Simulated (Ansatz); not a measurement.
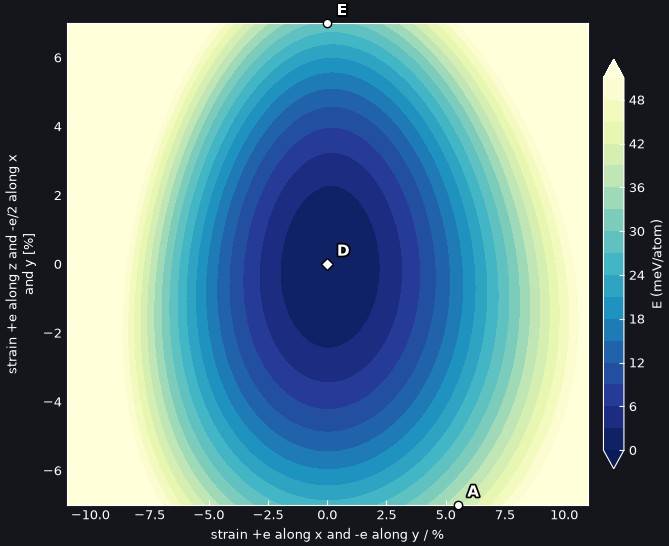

Sr (P6_3/mmc, No. 194; 2 atoms in the cell). The energy is mapped over two homogeneous strains (x along [1 0 0], y along [1 2 0], z along [0 0 1] of the conventional cell). The first coordinate is: strain +e along x and -e along y; the second: strain +e along z and -e/2 along x and y. Nothing is relaxed (fractional coordinates fixed). The scan uses a 5 × 5 grid. Points are written as (first, second). Energies: meV/atom, counted from the lowest grid point. All numbers below come from DFT PBE, scalar-relativistic, plane waves, PAW in Ansatz. Settings: cutoff 420 eV, k-mesh 12×12×6 in the order of the run's cell vectors, gaussian smearing 0.15 eV, no spin polarisation.

The picture shows filled contours, one colour for all values above the top of the scale, lettered points. Between grid points the surface is interpolated.

### Rank the lettered points by energy, lowest first.

D (0 meV/atom), E (29 meV/atom), A (38 meV/atom).

### Which space group has the cell at each letter?

A: Cmcm; D: P6_3/mmc; E: P6_3/mmc.
